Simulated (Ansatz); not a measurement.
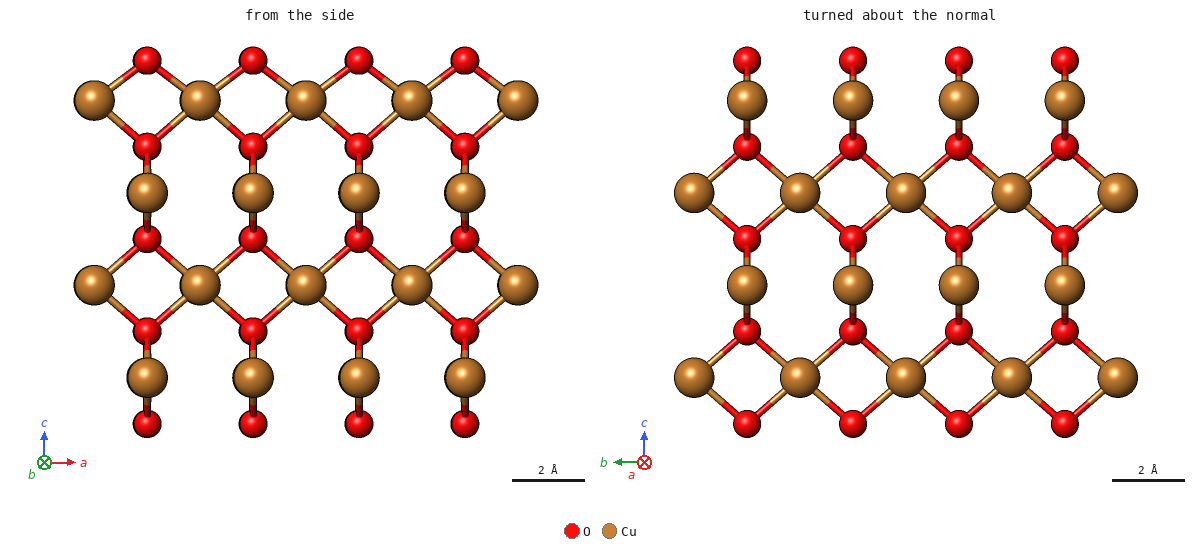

A ball-and-stick picture of a periodic slab, seen from the side and turned about the normal. The surface normal points up in side views; the vacuum is left out. 4×4 cells are drawn in the plane, with atoms at the edges repeated.

The cell holds 4 Cu, 5 O. The slab was cut from bulk CuO (Cccm).

> Which species face the vacuum on either side?

The top face ends in O, the bottom face in O. The two faces are alike.

> What height do the atoms span?

About 10 Å from the lowest to the highest atom.

> Go down through the slab and list the planes.

Nine planes: O / Cu / O / Cu / O / Cu / O / Cu / O.

> Which crystal face is exposed?

(0 0 1).

Origin of the cell: a structure listed in the Materials Project, from which a slab was cut. The atoms were relaxed in a fixed cell with Ansatz 0.2.0, DFT PBE, scalar-relativistic, plane waves, PAW, but for four held in place.

At this level of theory the run's own cell isn't at rest (forces up to 2.2 eV/Å), so its distances can differ from those at equilibrium, the more so the softer the solid.
